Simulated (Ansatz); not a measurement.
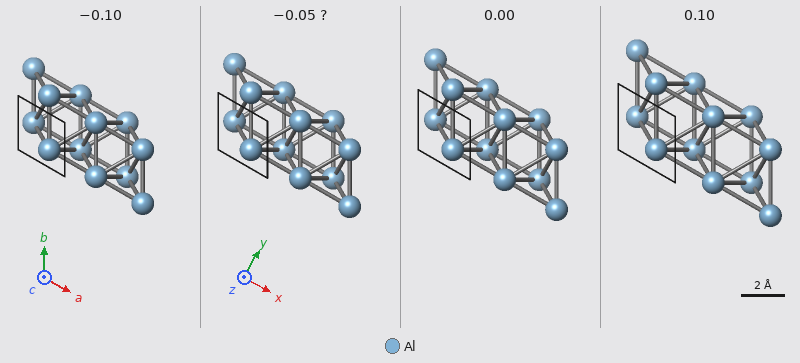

A scan of crystalline Al (P6_3/mmc): the cell is strained equally along x and y, with the atoms kept at their fractional coordinates. x, y and z are the Cartesian axes of the input. A ball-and-stick model of the cell of the calculation, repeated 3 × 2 × 1 with one cell outlined, seen along the c axis.

Theory: DFT PBEsol, scalar-relativistic, plane waves, PAW in Ansatz. Settings: plane-wave cutoff 420 eV; k-point mesh 18 × 18 × 10; occupations gaussian; smearing width 0.15 eV; no spin polarisation. Energies (free energies at the smearing named) are counted from the cell as listed in its source, which wasn't relaxed.

```tsv
strain	ΔE (meV/atom)
−0.1000	286.8
−0.0750	142.9
−0.0500	?
−0.0250	10.3
0.0000	0.0
0.0250	15.0
0.0500	47.2
0.0750	92.2
0.0875	118.8
0.1000	147.7
```

### One row is withheld. What is its energy?

A straight line between the two neighbours gives 76.6 meV/atom. A cubic through the four nearest rows (−0.1000, −0.0750, −0.0250, 0.0000) gives, with Lagrange weights, (−0.1667)(286.8) + (0.6667)(142.9) + (0.6667)(10.3) + (−0.1667)(0.0) = 54.3 meV/atom. The calculation gives 54.8 meV/atom, so the cubic is 0.5 meV/atom too low and the straight line 21.8 meV/atom too high, as the curve bends upwards here.

The whole profile:

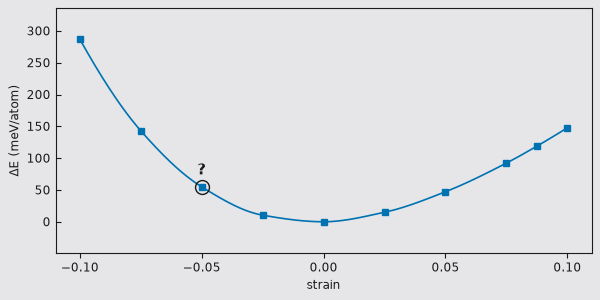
